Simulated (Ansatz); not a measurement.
```yaml
crystal:
  lattice:
    - [2.50740, 0.00000, 0.00000]
    - [-1.25370, 2.17147, 0.00000]
    - [0.00000, 0.00000, 4.06990]
  atoms:
    - { symbol: Co, position: [0.33333, 0.66667, 0.25000] }
    - { symbol: Co, position: [0.66667, 0.33333, 0.75000] }
```

Space group P6₃/mmc; computed pressure about −14 GPa in this cell; spin-polarised.

Theory: Ansatz, DFT, PBE, PAW with Ansatz's default frozen-core files, scalar-relativistic.

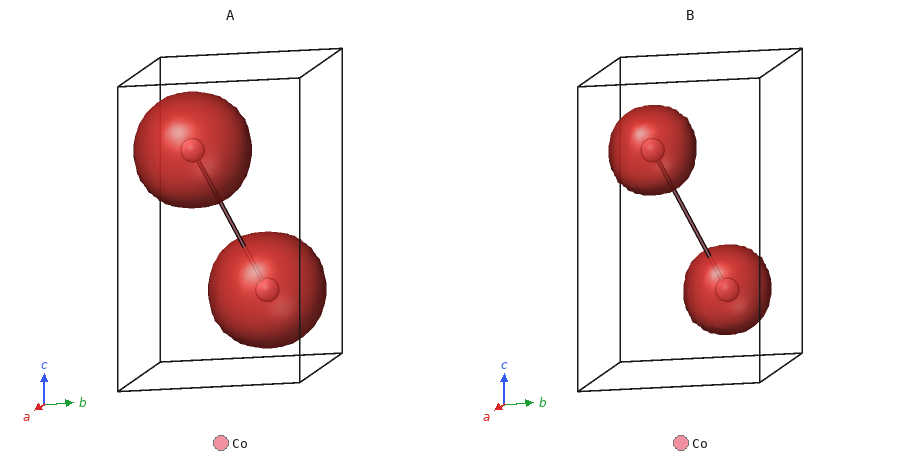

Co. Spin density of two self-consistent states of the same cell, at +0.15 (red) and −0.15 e/Å³ (blue).

Which magnetic state is the more stable, and how do they differ?

State A: parallel main moments (a ferromagnetic arrangement) in this solution; Co: +1.9 μB (×2) in one cell of 2 atoms. State B: parallel main moments (a ferromagnetic arrangement) in this solution; Co: +0.6 μB (×2) in one cell of 2 atoms. State A lies lower by 187 meV per atom.
